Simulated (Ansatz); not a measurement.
**CaSe: a changed input and its effect**

System: CaSe (2 atoms in the cell).
Method of run 1: DFT, r2SCAN, plane waves, PAW, no spin polarisation (Ansatz 0.2.0).

The structure was built on a prototype by a generator. The geometry comes from this level: r2SCAN (a point of a series of strains). Text and figures count atoms from 1; the logs count them from 0 in places.

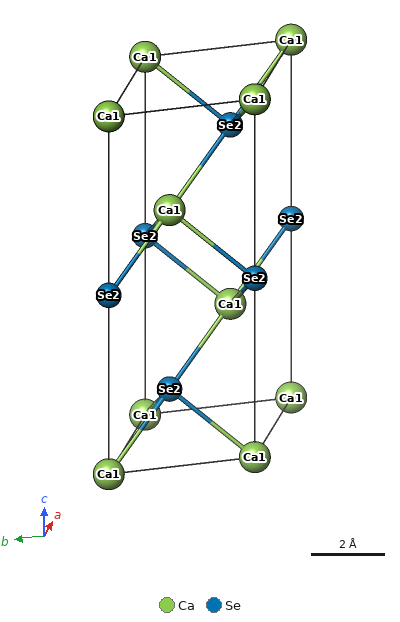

Fig. 1: The structure as given in the input (ball-and-stick view of the cell 3 times as large as that of the calculation, set on its symmetry axes, seen at an oblique angle; atoms are numbered from 1 in the order of the input). Near neighbours in the crystal (not all of them lie inside the picture): Ca has 6 Se at 3.02 Å; Se has 6 Ca at 3.02 Å.

Input, run 1:
```yaml
crystal:
  lattice:
    - [0.098917837, 3.0664529474, 3.0664529474]
    - [3.0664529474, 0.098917837, 3.0664529474]
    - [3.0664529474, 3.0664529474, 0.098917837]
  atoms:
    - { symbol: Ca, position: [0.0, 0.0, 0.0] }
    - { symbol: Se, position: [0.5, 0.5, 0.5] }
kpoints:
  mp_grid: { grid: [8, 8, 8] }
  band_path:
    path:
      - [0.0, 0.0, 0.0]
      - [0.5, 0.0, 0.5]
      - [0.625, 0.25, 0.625]
      - [0.375, 0.375, 0.75]
      - [0.5, 0.5, 0.5]
      - [0.5, 0.25, 0.75]
      - [0.0, 0.5, 0.5]
    npoints: 1
hamiltonian:
  xc: r2scan
scf:
  occupations: { method: fixed }
  n_extra_bands: 4
output:
  forces: true
  stress: true
  eigenvalues: true
```

Command:
```bash
ansatz run input.yaml --threads 2 --pin off --max-ram 2211MiB --backend cpu --events-out ev --progress --plain --runs-dir out
```

Hardware: 2 threads of an x86-64 CPU, shared host.

Output, shortened to warnings, some set-up lines, iterations and results (run 1):
```
Basis set: ecut = 500 eV, 1393 PW (Γ), exchange–correlation on 128×128×128 points (64 copies of the dense FFT grid, shifted against one another)
Symmetry: 12 space group operations
k-points: 65 of 512
Initial density: superposition of atomic densities (neutral atoms: chi_scale 0, normalization atom), corrected by the library's trained network
[...]
SCF iter   1: F=—  HF=-7304.382545 eV  |F-HF|=—  |Δ(HF+E_count)|=         —  Δρ=5.54e-3  dr2=2.62e-2  dr2_τ=7.83e-3  ethr=1.77e-3  ⟨swp⟩=4.2  Hψ=5355  notcnv=0  defer=47
SCF iter   2: F=—  HF=-7304.412720 eV  |F-HF|=—  |Δ(HF+E_count)|=   3.02e-2  Δρ=1.83e-3  dr2=1.12e-3  dr2_τ=4.32e-4  ethr=1.01e-4  ⟨swp⟩=4.0  Hψ=2794  notcnv=0  defer=126
SCF iter   3: F=—  HF=-7304.412747 eV  |F-HF|=—  |Δ(HF+E_count)|=   2.79e-5  Δρ=8.58e-4  dr2=1.98e-4  dr2_τ=1.78e-5  ethr=4.30e-6  ⟨swp⟩=2.0  Hψ=2082  notcnv=0  defer=128
SCF iter   4: F=—  HF=-7304.412856 eV  |F-HF|=—  |Δ(HF+E_count)|=   1.09e-4  Δρ=2.60e-4  dr2=1.89e-5  dr2_τ=4.02e-6  ethr=7.60e-7  ⟨swp⟩=3.0  Hψ=1720  notcnv=0  defer=119
SCF iter   5: F=—  HF=-7304.412861 eV  |F-HF|=—  |Δ(HF+E_count)|=   4.51e-6  Δρ=3.64e-5  dr2=3.92e-7  dr2_τ=3.87e-8  ethr=7.27e-8  ⟨swp⟩=3.0  Hψ=2078  notcnv=0  defer=20
SCF iter   6: F=-7304.412861 eV  HF=-7304.412861 eV  |F-HF|=1.02e-8  |Δ(HF+E_count)|=   7.22e-8  Δρ=3.73e-6  dr2=6.48e-9  dr2_τ=7.17e-10  ethr=3.85e-10  ⟨swp⟩=7.2  Hψ=6145  …
SCF 1 converged in 6 iterations: F = -7304.412861 eV  dr2 = 6.48e-9
NSCF: frozen V_eff on 7 k-points
SCF converged after 6 iterations
Free energy (F): -7304.412861 eV
Harris-Foulkes:  -7304.412861 eV  (|F-HF|=1.02e-8)
Internal energy: -7304.412861 eV  (E = F + TS)
E sigma→0 (E₀):  -7304.412861 eV
Fermi energy:    6.264932 eV
--- Per-component energies (eV) ---
  E_band       = -549.013839
  E_kinetic    = 397.006064
  E_local      = -3278.898464  (includes V_loc(G=0)·N_el)
  E_nonlocal   = -533.311196
  E_hartree    = 1501.938464
  E_xc         = -236.254476
  E_vxc        = -301.058173  (∫ρ·V_xc dr)
  E_paw        = -2788.286731  (= ΣΔE_a)
  E_vpaw       = 146.548115  (= ΣTr[D̂ρ^β])
  E_aug_tail   = -0.000213  (compensation charges beyond the density's cutoff)
  E_vtau       = 16.824738  (kinetic-family band-sum trace: ∫τ·v_τ [+ j·A + Jᵃ·Aᵃ] dr)
  E_ewald      = -2364.620873
  E_core_change = -1.985436  (= ΣΔE_core)
  E_smearing   = -0.000000  (= −TS)
  E_closure    = -0.000000  (closes the sum)
  Σ components = -7304.412861   (vs F -7304.412861, Δ=0.00e0)
--- Forces (eV/Å), atoms counted from 1 ---
  atom   1  Ca     0.00000000     0.00000000    -0.00000000
  atom   2  Se    -0.00000000    -0.00000000    -0.00000000
  max |Σ_I F_I| component: 1.26e-29 eV/Å
--- Stress (GPa, compression-positive) ---
       -2.325095      -1.012347      -1.012347
       -1.012347      -2.325095      -1.012347
       -1.012347      -1.012347      -2.325095
  P = ⅓ Tr σ = -2.3251 GPa (-23.251 kbar)
```

The input of run 2 differs as follows (lines with − go, lines with + come):
```diff
-  xc: r2scan
+  xc: pbe
-  occupations: { method: fixed }
+  occupations: { method: fermi_dirac, width: 0.02 }
```

Predict how the results change.

The total energies belong to different methods, so their difference says nothing on which is more stable or more accurate. The gap on the mesh goes from 2.51 to 2.05 eV. The pressure goes from −2.33 to −1.67 GPa. The functional changes from r2SCAN to PBE. The number of SCF iterations is the same. The default cutoff goes from 500 to 420 eV with the change. The plane waves at Γ go from 1393 to 1051.

Output, shortened to warnings, some set-up lines, iterations and results (run 2):
```
Basis set: ecut = 420 eV, 1051 PW (Γ), exchange–correlation on 60×60×60 points (8 copies of the dense FFT grid, shifted against one another)
Symmetry: 12 space group operations
k-points: 65 of 512
Initial density: superposition of atomic densities (neutral atoms: chi_scale 0, normalization atom), corrected by the library's trained network
[...]
SCF iter   1: F=—  HF=-7289.977393 eV  |F-HF|=—  |Δ(HF+E_count)|=         —  Δρ=6.04e-4  dr2=2.30e-4  ethr=1.77e-3  ⟨swp⟩=7.2  Hψ=6689  notcnv=0
SCF iter   2: F=—  HF=-7289.977294 eV  |F-HF|=—  |Δ(HF+E_count)|=   9.95e-5  Δρ=2.77e-4  dr2=7.50e-5  ethr=8.85e-7  ⟨swp⟩=2.0  Hψ=2540  notcnv=0
SCF iter   3: F=—  HF=-7289.977331 eV  |F-HF|=—  |Δ(HF+E_count)|=   3.72e-5  Δρ=2.60e-4  dr2=6.27e-5  ethr=2.88e-7  ⟨swp⟩=2.0  Hψ=2181  notcnv=0
SCF iter   4: F=—  HF=-7289.977305 eV  |F-HF|=—  |Δ(HF+E_count)|=   2.57e-5  Δρ=6.19e-5  dr2=1.43e-6  ethr=2.41e-7  ⟨swp⟩=3.0  Hψ=1950  notcnv=0
SCF iter   5: F=-7289.977307 eV  HF=-7289.977307 eV  |F-HF|=1.50e-8  |Δ(HF+E_count)|=   2.31e-6  Δρ=5.53e-6  dr2=3.19e-8  ethr=5.51e-9  ⟨swp⟩=2.0  Hψ=1560  notcnv=0
SCF iter   6: F=-7289.977307 eV  HF=-7289.977307 eV  |F-HF|=1.94e-10  |Δ(HF+E_count)|=   5.50e-9  Δρ=1.12e-6  dr2=9.14e-10  ethr=1.23e-10  ⟨swp⟩=1.8  Hψ=3503  notcnv=0
SCF 1 converged in 6 iterations: F = -7289.977307 eV  dr2 = 9.14e-10
NSCF: frozen V_eff on 7 k-points
SCF converged after 6 iterations
Free energy (F): -7289.977307 eV
Harris-Foulkes:  -7289.977307 eV  (|F-HF|=1.94e-10)
Internal energy: -7289.977307 eV  (E = F + TS)
E sigma→0 (E₀):  -7289.977307 eV
Fermi energy:    7.544521 eV
--- Per-component energies (eV) ---
  E_band       = -527.870130
  E_kinetic    = 397.009092
  E_local      = -3278.724656  (includes V_loc(G=0)·N_el)
  E_nonlocal   = -533.185669
  E_hartree    = 1501.273740
  E_xc         = -242.587919
  E_vxc        = -270.873891  (∫ρ·V_xc dr)
  E_paw        = -2769.140434  (= ΣΔE_a)
  E_vpaw       = 155.357004  (= ΣTr[D̂ρ^β])
  E_aug_tail   = -0.000588  (compensation charges beyond the density's cutoff)
  E_ewald      = -2364.620873
  E_smearing   = -0.000000  (= −TS)
  E_closure    = 0.000000  (closes the sum)
  Σ components = -7289.977307   (vs F -7289.977307, Δ=0.00e0)
--- Forces (eV/Å), atoms counted from 1 ---
  atom   1  Ca    -0.00000000    -0.00000000     0.00000000
  atom   2  Se    -0.00000000    -0.00000000     0.00000000
  max |Σ_I F_I| component: 1.26e-29 eV/Å
--- Stress (GPa, compression-positive) ---
       -1.670055      -0.924593      -0.924593
       -0.924593      -1.670055      -0.924593
       -0.924593      -0.924593      -1.670055
  P = ⅓ Tr σ = -1.6701 GPa (-16.701 kbar)
```

The two runs side by side:

| quantity | run 1 | run 2 |
| --- | --- | --- |
| outcome | converged | converged |
| free energy per atom (eV) | −3652.2064 | −3644.9887 |
| gap on the mesh (eV) | 2.51 | 2.05 |
| pressure (GPa) | −2.33 | −1.67 |
| largest force (eV/Å) | 0.000 | 0.000 |
| SCF iterations | 6 | 6 |
| irreducible k-points | 65 | 65 |
| plane waves at Γ | 1393 | 1051 |
| wall time (shared host) | 15 s | 6.4 s |
